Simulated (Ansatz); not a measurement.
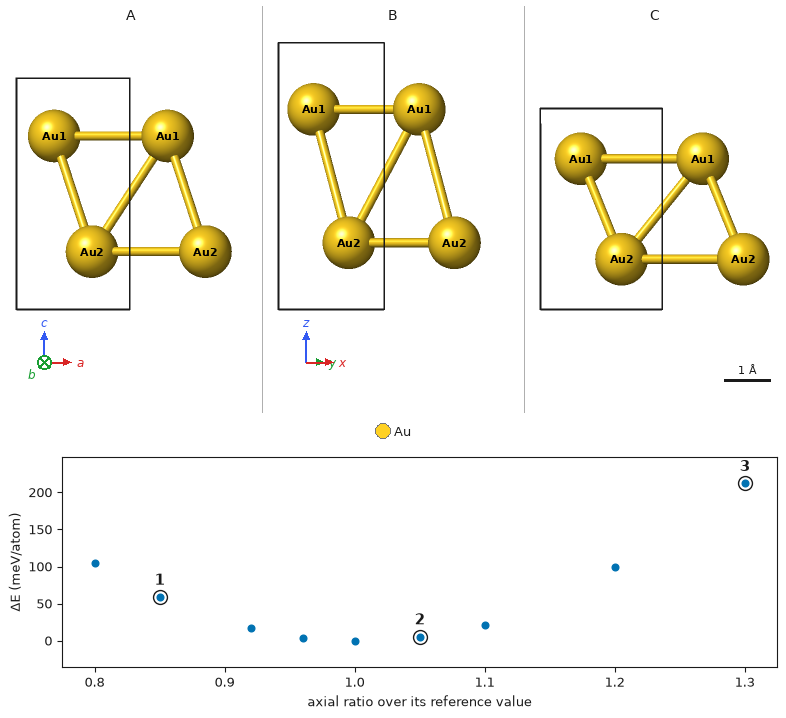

Energy scan for a crystal of Au (P6_3/mmc), in which the ratio of the cell's length along z to its lengths across, counted as 1 for the reference, is changed at fixed volume (a c/a path), with the atoms kept at their fractional coordinates. x, y and z are the Cartesian axes of the input. The frames are shuffled; the numbered points of the plot belong to them. The picture is a ball-and-stick view of the cell of the calculation, repeated 2 × 2 × 1 with one cell outlined, seen along the b axis.

The calculation used DFT r2SCAN, scalar-relativistic, plane waves, PAW (Ansatz). (plane-wave cutoff 500 eV; k-point mesh 24 × 24 × 12; occupations gaussian; smearing width 0.15 eV; no spin polarisation). Energies (free energies at the smearing named) are counted from the cell as listed in its source, which wasn't relaxed.

Question: Match the frames to the points.

Answer: Point 1 is frame C (the relative ratio 0.85, 58.7 meV/atom); 2 is frame A (the relative ratio 1.05, 5.3 meV/atom); 3 is frame B (the relative ratio 1.30, 212.0 meV/atom). The lowest computed point lies at the relative ratio 1.00 (0.0 meV/atom). The end points stand at 105.2 meV/atom (0.80) and 212.0 meV/atom (1.30). The unrelaxed reference is under a pressure of −1.5 GPa. The distortion keeps the space group P6_3/mmc. At the relative ratio 1.30 the cell of the drawing goes a 2.900 → 2.657 Å, b 2.900 → 2.657 Å, c 4.880 → 5.813 Å.
